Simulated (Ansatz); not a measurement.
Zn₂₅O₂₄ (charge +1): geometry relaxation (part 1 of 4)

Zn₂₅O₂₄ (defect cell, 49 atoms in the cell, total charge +1), computed with DFT PBE, scalar-relativistic, plane waves, PAW, spin-polarised (Ansatz 0.2.0).

The structure derives from a Materials Project entry. It belongs to a series of runs on one base structure; here: Zn interstitial, charge +1, atoms relaxed at the host's cell.

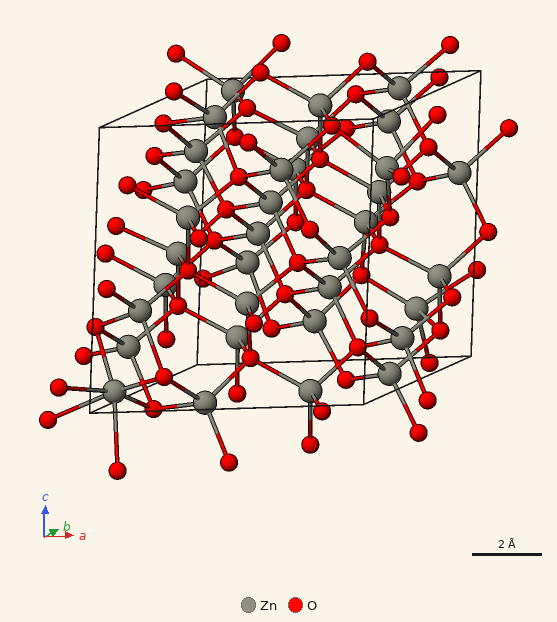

**Figure 1.** The input geometry (ball-and-stick view of the cell of the calculation, seen slightly off an axis; bonded neighbours outside the cell are drawn too).

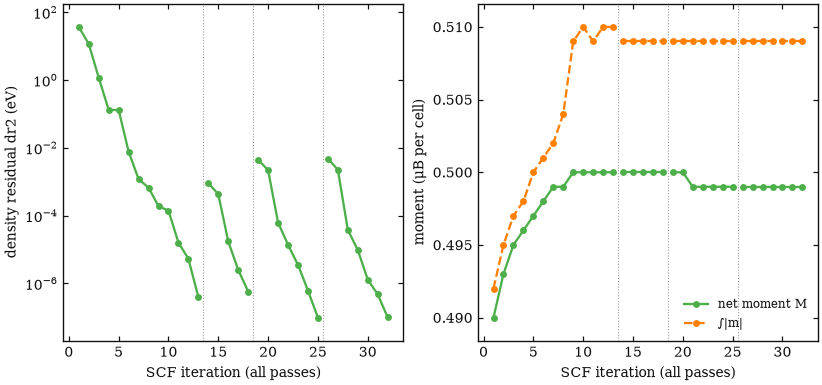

**Figure 2.** Convergence of the self-consistent field: density residual dr2 and magnetic moment against the SCF iteration. The dotted lines part the SCF passes of the relaxation: geometry steps, rejected trials and re-solves on a re-selected basis. The passes take 13, 5, 7 and 7 iterations. The net moment stays at 0.5 μB per cell.

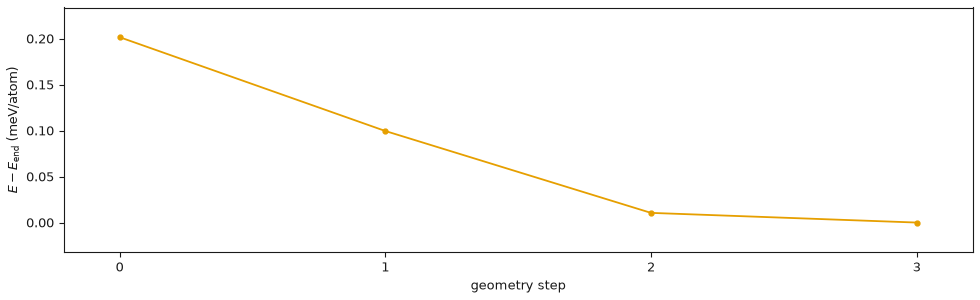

**Figure 3.** Progress of the relaxation, step by step (the first geometry is step 0 here and step 1 in the log).

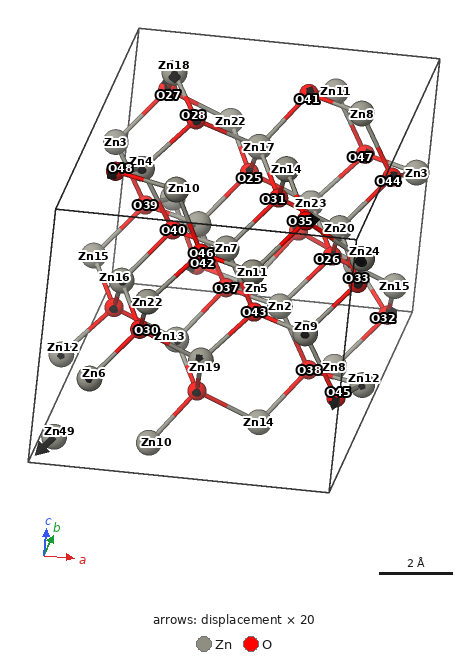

**Figure 4.** The starting structure with the displacements as black arrows, magnified 20 times (ball-and-stick view of the cell of the calculation, seen at an oblique angle). After 3 geometry steps the energy has fallen by 0.2 meV per atom. Largest force component: 0.11 eV/Å at the start, 0.015 eV/Å at the end. The atom that moves furthest is Zn49 (0.037 Å). By element the largest moves are Zn 0.037 Å, O 0.023 Å. The cell stays as it was. Distances before and after: O27–Zn49 2.439 → 2.392 Å, Zn11–O35 2.040 → 2.053 Å, Zn14–O35 2.021 → 2.032 Å, Zn18–O28 1.895 → 1.887 Å. Among the angles that change: Zn21–O35–Zn24 129.7° → 131.7°. (Atoms are counted from 1 in the order of the input.)

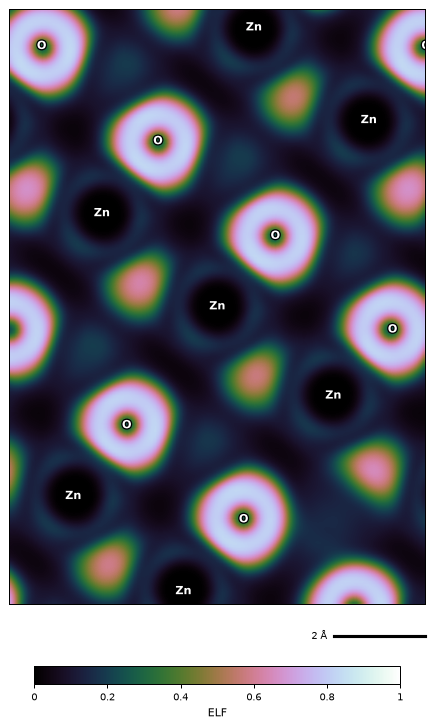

**Figure 5.** Electron localisation function on the (101̄) plane of the calculation cell. The plane passes through Zn and O nuclei. Zn–O (1.94 Å): the ELF is about 0.25 at the midpoint (no shared pair; the contact is polar). Zn–O (2.00 Å): the ELF is about 0.25 at the midpoint (no shared pair; the contact is polar). Zn–O (2.05 Å): the ELF is about 0.20 at the midpoint; a polar contact without a shared pair, in a metal. In a PAW calculation such maps are meaningful between the atoms, not at the nuclei.

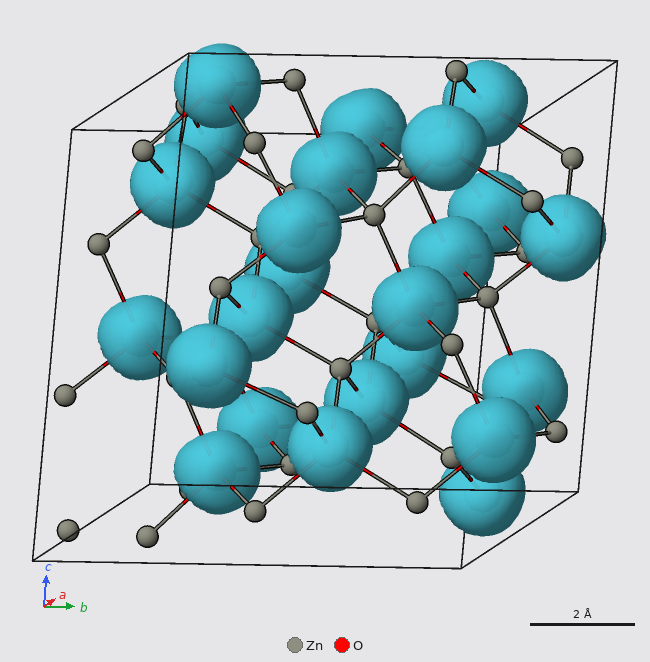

**Figure 6.** Isosurface of the ELF at 0.7 (cyan), seen at an oblique angle. Core shells and regions of very low density are left out. Sticks mark near contacts. The outline is the calculation cell. Profiles from the grid: Zn–O (1.89 Å): the ELF is about 0.30 at the midpoint; a polar contact without a shared pair, in a metal. Zn–O (1.94 Å): the ELF is about 0.25 at the midpoint; no shared pair; the contact is polar.

These pictures come from the run below.

**Input**
```yaml
crystal:
  lattice:
    - [-3.2793907958, 5.6800714764, 5.2932332175]
    - [-3.2793907959, -5.6800714763, 5.2932332175]
    - [6.5587815918, -1.0e-10, 5.2932332175]
  atoms:
    - { symbol: Zn, position: [0.3353807998, 0.6660161851, 0.5056308218] }
    - { symbol: Zn, position: [0.6660161851, 0.5056308218, 0.3353807998] }
    - { symbol: Zn, position: [-0.0008158618, 0.8321025083, 0.6703277601] }
    - { symbol: Zn, position: [0.166720616, 0.4900260948, 0.8297482266] }
    - { symbol: Zn, position: [0.4900260948, 0.8297482266, 0.166720616] }
    - { symbol: Zn, position: [0.1726219285, -0.0032985304, 0.35391964], spin: 0.1 }
    - { symbol: Zn, position: [0.5056308218, 0.3353807998, 0.6660161851] }
    - { symbol: Zn, position: [0.8321025083, 0.6703277601, -0.0008158618] }
    - { symbol: Zn, position: [0.8297482266, 0.166720616, 0.4900260948] }
    - { symbol: Zn, position: [0.35391964, 0.1726219285, -0.0032985304], spin: 0.1 }
    - { symbol: Zn, position: [0.6703277601, -0.0008158618, 0.8321025083] }
    - { symbol: Zn, position: [-0.0032985304, 0.35391964, 0.1726219285], spin: 0.1 }
    - { symbol: Zn, position: [0.339755286, 0.4957039289, 0.1714003372] }
    - { symbol: Zn, position: [0.6744513166, 0.3349712369, 0.0004956031] }
    - { symbol: Zn, position: [0.0004956031, 0.6744513166, 0.3349712369] }
    - { symbol: Zn, position: [0.1714003372, 0.339755286, 0.4957039289] }
    - { symbol: Zn, position: [0.5077286541, 0.6630794831, 0.8338773722] }
    - { symbol: Zn, position: [0.1745473254, 0.7988480223, -0.0114336388], spin: 0.1 }
    - { symbol: Zn, position: [0.4957039289, 0.1714003372, 0.339755286] }
    - { symbol: Zn, position: [0.8338773722, 0.5077286541, 0.6630794831] }
    - { symbol: Zn, position: [0.7988480223, -0.0114336388, 0.1745473254], spin: 0.1 }
    - { symbol: Zn, position: [0.3349712369, 0.0004956031, 0.6744513166] }
    - { symbol: Zn, position: [0.6630794831, 0.8338773722, 0.5077286541] }
    - { symbol: Zn, position: [-0.0114336388, 0.1745473254, 0.7988480223], spin: 0.1 }
    - { symbol: O, position: [0.4578309511, 0.7931661614, 0.6333421595] }
    - { symbol: O, position: [0.7931661614, 0.6333421595, 0.4578309511] }
    - { symbol: O, position: [0.1246354862, 0.961324442, 0.8009523099] }
    - { symbol: O, position: [0.3028748621, 0.6058963072, 0.9566220202] }
    - { symbol: O, position: [0.6058963072, 0.9566220202, 0.3028748621] }
    - { symbol: O, position: [0.2924275471, 0.1292139085, 0.4685287885] }
    - { symbol: O, position: [0.6333421595, 0.4578309511, 0.7931661614] }
    - { symbol: O, position: [0.961324442, 0.8009523099, 0.1246354862] }
    - { symbol: O, position: [0.9566220202, 0.3028748621, 0.6058963072] }
    - { symbol: O, position: [0.4685287885, 0.2924275471, 0.1292139085] }
    - { symbol: O, position: [0.8009523099, 0.1246354862, 0.961324442] }
    - { symbol: O, position: [0.1292139085, 0.4685287885, 0.2924275471] }
    - { symbol: O, position: [0.4572219399, 0.6270929143, 0.2966395819] }
    - { symbol: O, position: [0.7912910802, 0.466400484, 0.1277538] }
    - { symbol: O, position: [0.1277538, 0.7912910802, 0.466400484] }
    - { symbol: O, position: [0.2966395819, 0.4572219399, 0.6270929143] }
    - { symbol: O, position: [0.6245881529, 0.7964441412, 0.9631246879] }
    - { symbol: O, position: [0.2819240626, 0.96307441, 0.1245314545], spin: 0.1 }
    - { symbol: O, position: [0.6270929143, 0.2966395819, 0.4572219399] }
    - { symbol: O, position: [0.9631246879, 0.6245881529, 0.7964441412] }
    - { symbol: O, position: [0.96307441, 0.1245314545, 0.2819240626], spin: 0.1 }
    - { symbol: O, position: [0.466400484, 0.1277538, 0.7912910802] }
    - { symbol: O, position: [0.7964441412, 0.9631246879, 0.6245881529] }
    - { symbol: O, position: [0.1245314545, 0.2819240626, 0.96307441], spin: 0.1 }
    - { symbol: Zn, position: [0.0632176755, 0.0632176755, 0.0632176755], spin: 0.1 }
  host:
    lattice:
      - [3.2793907959, 0.0, 0.0]
      - [-1.6396953979, 2.8400357382, 0.0]
      - [0.0, 0.0, 5.2932332175]
    atoms:
      - { symbol: Zn, position: [0.6666666667, 0.3333333333, 0.5006044103] }
      - { symbol: Zn, position: [0.3333333333, 0.6666666667, 0.0006044103] }
      - { symbol: O, position: [0.6666666667, 0.3333333333, 0.8797055897] }
      - { symbol: O, position: [0.3333333333, 0.6666666667, 0.3797055897] }
total_charge: 1
basis:
  ecutwfc: 420
  xc_grid: 2
kpoints:
  mp_grid: { grid: [2, 2, 2], shift: [0.5, 0.5, 0.5] }
hamiltonian:
  xc: pbe
scf:
  occupations: { method: gaussian, width: 0.01 }
output:
  forces: true
  stress: false
  eigenvalues: true
  populations: true
  charged_corrections:
    defect_position: [0.06944444, 0.06944444, 0.06944444]
    epsilon: [[10.5527, 0.0, 0.0], [0.0, 10.5527, 0.0], [0.0, 0.0, 11.5861]]
  write_density: true
  write_potential: true
  elf: true
  volumetric_format: npy
magnetization:
  spin_polarized: true
relax:
  adjacent_minimum: "off"
  f_tol: 0.025
  max_steps: 45
```

Command:
```bash
ansatz run input.yaml --threads 4 --pin off --max-ram 6144MiB --backend cpu --events-out ev --progress --plain --runs-dir out
```

**Log**
```
Engine: ansatz 0.2.0, aarch64-unknown-linux-gnu
Pseudopotentials: kind: paw
Pseudopotential: Zn, paw, valence charge 12, recommended cutoff 420 eV (normal), Zn.paw.azcp
Pseudopotential: O, paw, valence charge 6, recommended cutoff 420 eV (normal), O.paw.azcp
Functional definition: PBE
  parameter kappa = 0.804
  parameter beta = 0.06672455060314922
  exchange = pbe_x(kappa = kappa, mu = beta*pi^2/3)
  correlation = pbe_c(beta = beta)
Crystal: 49 atoms, lattice volume = 591.588 Å³
Basis set: ecut = 420 eV, 11543 PW (Γ), exchange–correlation on 120×120×120 points (8 copies of the dense FFT grid, shifted against one another)
Bands: 271, of which v1, the nominal top of the filled ones, is band 222 counted from 1 (221 counted from 0)
Symmetry: 3 space group operations
Space group: R3 (ITA 146), of the structure as read, at distance tolerance 8.4e-5 Å
Magnetic group: BNS 146.10 (UNI 1240), of the structure as read, at distance tolerance 8.4e-5 Å
k-points: 2 of 8 (time reversal used)
Non-local potential: Zn, projectors of the file, l = 0: 2, l = 1: 2, l = 2: 3, l = 3: 1
Non-local potential: O, projectors of the file, l = 0: 2, l = 1: 2, l = 2: 1
PAW form: soft (Blöchl's): semilocal exchange-correlation on the pseudo side does not see the compensation charge
PAW one-centre angular grid: Zn, 590 points (default); XC on 64 Gauss nodes
PAW one-centre angular grid: O, 110 points (default); XC on 64 Gauss nodes
Initial density: superposition of atomic densities (chi_scale 0.1, normalization cell, long waves kept (reshape's long-wave potential 0.18 eV rms))
Starting moments: Σ|m| = 1 μB on 10 of 49 sites
Initial wavefunctions: pseudopotential atomic-orbital guess
Functional: x = pbe(κ = 0.804, μ = 0.2195149727645171), c = pbe(β = 0.06672455060314922)
SCF iter   1: F=—  HF=-96623.056250 eV  |F-HF|=—  |Δ(HF+E_count)|=         —  Δρ=5.65e-2 (↑5.18e-2 ↓5.65e-2)  dr2=3.73e1  dr2_m=1.51e-1  M=0.490 μB ∫|m|=0.492 μB  β_m=0.30  ethr=3.10e-3  ⟨swp⟩=5.5  Hψ=3838  notcnv=0  defer=6
preconditioner: auto → Resta (q_TF=auto, 2.600 Å⁻¹)  ε∞=6.4  [insulator: Δε(μ)=0.020 eV  Ē_g=13.813 eV  σ=0.010 eV  W_gap=0.65  n_scr=172 (ndim 8)  ℏωp=32.1 eV  f_vac=0.001  D(μ)=40.91/eV (n_scr^D=436)  ε∞_Penn≈6.4]
spin=Collinear: Resta preconditioning applied to the charge; magnetization (m = ρ↑ − ρ↓) channel mixes plain (no charge-response kernel on spin).
SCF iter   2: F=—  HF=-96613.410229 eV  |F-HF|=—  |Δ(HF+E_count)|=    9.65e0  Δρ=3.03e-2 (↑2.71e-2 ↓3.03e-2)  dr2=1.17e1  dr2_m=7.63e-2  M=0.493 μB ∫|m|=0.495 μB  β_m=0.30  ethr=3.10e-3  ⟨swp⟩=2.0  Hψ=2056  notcnv=0  defer=180
SCF iter   3: F=—  HF=-96609.755467 eV  |F-HF|=—  |Δ(HF+E_count)|=    3.65e0  Δρ=8.10e-3 (↑6.99e-3 ↓8.10e-3)  dr2=1.19e0  dr2_m=3.87e-2  M=0.495 μB ∫|m|=0.497 μB  β_m=0.30  ethr=2.64e-3  ⟨swp⟩=2.0  Hψ=1711  notcnv=0  defer=180
SCF iter   4: F=—  HF=-96609.112267 eV  |F-HF|=—  |Δ(HF+E_count)|=   6.43e-1  Δρ=3.92e-3 (↑3.92e-3 ↓3.21e-3)  dr2=1.32e-1  dr2_m=2.01e-2  M=0.496 μB ∫|m|=0.498 μB  β_m=0.30  ethr=2.70e-4  ⟨swp⟩=2.5  Hψ=1982  notcnv=0  defer=174
SCF iter   5: F=—  HF=-96609.294886 eV  |F-HF|=—  |Δ(HF+E_count)|=   1.83e-1  Δρ=4.45e-3 (↑4.45e-3 ↓3.33e-3)  dr2=1.31e-1  dr2_m=1.04e-2  M=0.497 μB ∫|m|=0.500 μB  β_m=0.30  ethr=2.98e-5  ⟨swp⟩=2.2  Hψ=1725  notcnv=0  defer=174
SCF iter   6: F=—  HF=-96609.294002 eV  |F-HF|=—  |Δ(HF+E_count)|=   8.84e-4  Δρ=1.41e-3 (↑1.41e-3 ↓1.07e-3)  dr2=7.81e-3  dr2_m=5.41e-3  M=0.498 μB ∫|m|=0.501 μB  β_m=0.30  ethr=2.97e-5  ⟨swp⟩=2.0  Hψ=1021  notcnv=0  defer=174
SCF iter   7: F=—  HF=-96609.284004 eV  |F-HF|=—  |Δ(HF+E_count)|=   1.00e-2  Δρ=8.33e-4 (↑7.66e-4 ↓8.33e-4)  dr2=1.20e-3  dr2_m=2.83e-3  M=0.499 μB ∫|m|=0.502 μB  β_m=0.30  ethr=1.76e-6  ⟨swp⟩=2.0  Hψ=1808  notcnv=0  defer=174
Mixer restart at iter 7: flushing history
spin-set hold released at iteration 7 (site moments contracting): the magnetisation degrees of freedom join the quasi-Newton model from the next iteration; the mixer history was flushed
SCF iter   8: F=—  HF=-96609.287488 eV  |F-HF|=—  |Δ(HF+E_count)|=   3.48e-3  Δρ=6.83e-4 (↑5.26e-4 ↓6.83e-4)  dr2=6.74e-4  dr2_m=1.50e-3  M=0.499 μB ∫|m|=0.504 μB  β_m=0.65  ethr=2.71e-7  ⟨swp⟩=2.0  Hψ=1701  notcnv=0  defer=174
SCF iter   9: F=—  HF=-96609.293184 eV  |F-HF|=—  |Δ(HF+E_count)|=   5.70e-3  Δρ=1.27e-4 (↑1.27e-4 ↓1.17e-4)  dr2=1.91e-4  dr2_m=2.25e-5  M=0.500 μB ∫|m|=0.509 μB  β_m=0.59  ethr=1.52e-7  ⟨swp⟩=2.0  Hψ=1820  notcnv=0  defer=174
SCF iter  10: F=—  HF=-96609.292916 eV  |F-HF|=—  |Δ(HF+E_count)|=   2.68e-4  Δρ=9.50e-5 (↑9.50e-5 ↓7.55e-5)  dr2=1.41e-4  dr2_m=5.46e-6  M=0.500 μB ∫|m|=0.510 μB  β_m=0.69  ethr=4.31e-8  ⟨swp⟩=2.5  Hψ=1779  notcnv=0  defer=174
SCF iter  11: F=—  HF=-96609.292912 eV  |F-HF|=—  |Δ(HF+E_count)|=   3.70e-6  Δρ=2.44e-5 (↑2.30e-5 ↓2.44e-5)  dr2=1.61e-5  dr2_m=4.67e-7  M=0.500 μB ∫|m|=0.509 μB  β_m=0.85  ethr=3.19e-8  ⟨swp⟩=2.0  Hψ=1774  notcnv=0  defer=174
SCF iter  12: F=—  HF=-96609.292925 eV  |F-HF|=—  |Δ(HF+E_count)|=   1.31e-5  Δρ=1.85e-5 (↑1.85e-5 ↓1.76e-5)  dr2=5.33e-6  dr2_m=8.39e-8  M=0.500 μB ∫|m|=0.510 μB  β_m=0.84  ethr=3.53e-9  ⟨swp⟩=16.0  Hψ=11543  notcnv=0
SCF iter  13: F=-96609.292929 eV  HF=-96609.292929 eV  |F-HF|=1.42e-7  |Δ(HF+E_count)|=   3.57e-6  Δρ=4.77e-6 (↑4.42e-6 ↓4.77e-6)  dr2=3.96e-7  dr2_m=1.18e-9  M=0.500 μB ∫|m|=0.510 μB  ethr=1.20e-9  ⟨swp⟩=9.8  Hψ=9401  notcnv=0
SCF 1 converged in 13 iterations: F = -96609.292929 eV  dr2 = 3.96e-7
  greatest PAW one-centre occupation: 0.990 electrons in one spin orbital (limit 2), on the Zn atom at site 48 (counted from 0), in its partial waves of l = 2
relax step   1: F+E_penalty+E_count = -96609.29292870 eV  Δ(F+E_penalty+E_count) = +0.000e0 eV  max|allowed force component| = 1.103e-1 eV/Å  Δτ_max = 0.0000 Å  (13 SCF iters, dr2 threshold 1.56e-5 eV, accepted)
Initial density: handed on by an earlier stage of this run
Starting moments: Σ|m| = 1 μB on 10 of 49 sites; this step starts from the density that it was given
Initial wavefunctions: those handed on with the density
iter 1 solved again at ethr=1.96e-7 eV; its pass at ethr=3.10e-3 eV (dr2=8.67e-4 eV) is discarded
SCF iter   1: F=—  HF=-96609.298247 eV  |F-HF|=—  |Δ(HF+E_count)|=         —  Δρ=3.02e-4 (↑2.61e-4 ↓3.02e-4)  dr2=9.10e-4  dr2_m=1.99e-5  M=0.500 μB ∫|m|=0.509 μB  β_m=0.30  ethr=1.96e-7  ⟨swp⟩=2.0  Hψ=3342  notcnv=0  defer=174
preconditioner: auto → Resta (q_TF=auto, 2.600 Å⁻¹)  ε∞=7.7  [insulator: Δε(μ)=0.028 eV  Ē_g=12.434 eV  σ=0.010 eV  W_gap=0.67  n_scr=172 (ndim 8)  ℏωp=32.1 eV  f_vac=0.036  D(μ)=38.67/eV (n_scr^D=412)  ε∞_Penn≈7.7]
spin=Collinear: Resta preconditioning applied to the charge; magnetization (m = ρ↑ − ρ↓) channel mixes plain (no charge-response kernel on spin).
SCF iter   2: F=—  HF=-96609.298064 eV  |F-HF|=—  |Δ(HF+E_count)|=   1.83e-4  Δρ=2.08e-4 (↑1.81e-4 ↓2.08e-4)  dr2=4.32e-4  dr2_m=1.01e-5  M=0.500 μB ∫|m|=0.509 μB  β_m=0.61  ethr=1.96e-7  ⟨swp⟩=1.0  Hψ=910  notcnv=0  defer=174
SCF iter   3: F=—  HF=-96609.297929 eV  |F-HF|=—  |Δ(HF+E_count)|=   1.35e-4  Δρ=3.04e-5 (↑3.03e-5 ↓3.04e-5)  dr2=1.74e-5  dr2_m=8.47e-8  M=0.500 μB ∫|m|=0.509 μB  β_m=0.58  ethr=9.74e-8  ⟨swp⟩=2.0  Hψ=1697  notcnv=0  defer=174
SCF iter   4: F=—  HF=-96609.297927 eV  |F-HF|=—  |Δ(HF+E_count)|=   1.24e-6  Δρ=9.45e-6 (↑9.45e-6 ↓9.24e-6)  dr2=2.52e-6  dr2_m=1.14e-8  M=0.500 μB ∫|m|=0.509 μB  β_m=0.74  ethr=3.92e-9  ⟨swp⟩=2.0  Hψ=1797  notcnv=0  defer=174
SCF iter   5: F=-96609.297928 eV  HF=-96609.297928 eV  |F-HF|=4.38e-7  |Δ(HF+E_count)|=   7.50e-7  Δρ=4.93e-6 (↑4.93e-6 ↓4.84e-6)  dr2=5.77e-7  dr2_m=3.18e-10  M=0.500 μB ∫|m|=0.509 μB  ethr=1.72e-10  ⟨swp⟩=13.5  Hψ=8314  notcnv=0
SCF 2 converged in 5 iterations: F = -96609.297928 eV  dr2 = 5.77e-7
relax step   2: F+E_penalty+E_count = -96609.29792770 eV  Δ(F+E_penalty+E_count) = -4.999e-3 eV  max|allowed force component| = 7.821e-2 eV/Å  Δτ_max = 0.0055 Å  (5 SCF iters, dr2 threshold 7.60e-7 eV, accepted)
```
